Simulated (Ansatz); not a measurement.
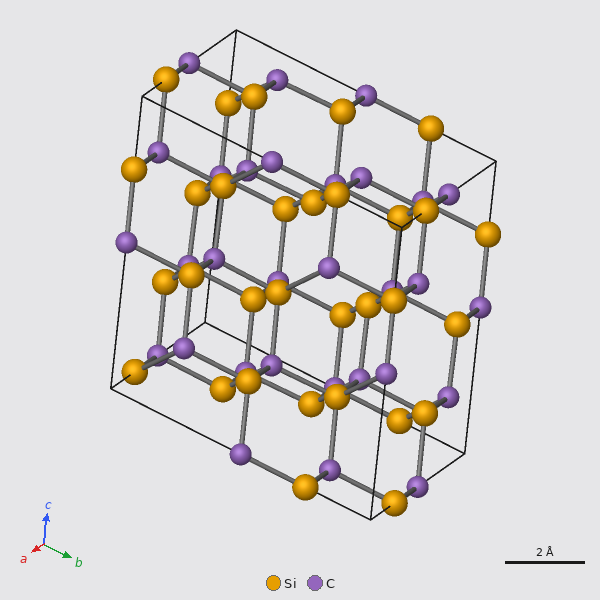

Structure drawing (ball-and-stick), viewed slightly off an axis. The box is the supercell; atoms on or close to its faces, edges and corners are drawn wherever they repeat. The host is SiC, in a cell of 32 sites, and the cell is neutral.

What imperfection does the supercell contain?

A carbon vacancy. Around the empty site lie four Si at about 1.9 Å.

Results below were computed with DFT PBEsol, scalar-relativistic, plane waves, PAW (Ansatz 0.2.0); the settings were cutoff 420 eV, k-point mesh 2×2×2, Gaussian smearing of 0.02 eV, collinear spins.

Is there a net moment in the defective cell?

Yes, 0.5 μB in the cell.

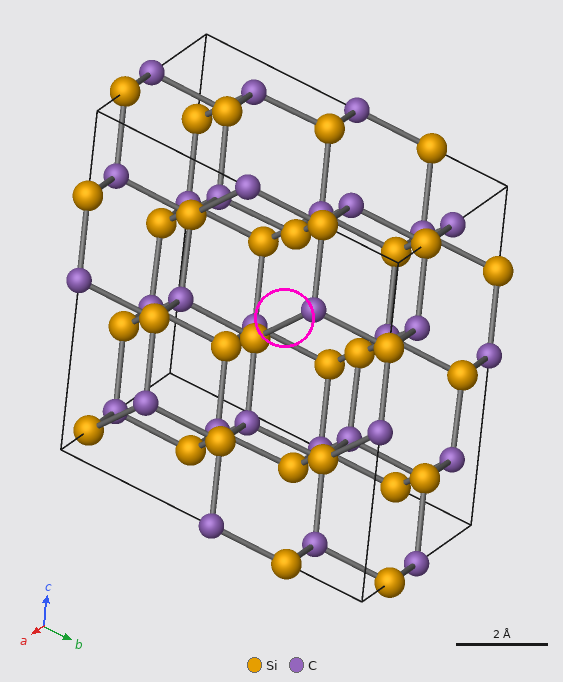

The same cell with a ring at the defect's site.

The atoms were relaxed in the host's cell with DFT PBEsol, scalar-relativistic, plane waves, PAW (Ansatz 0.2.0).
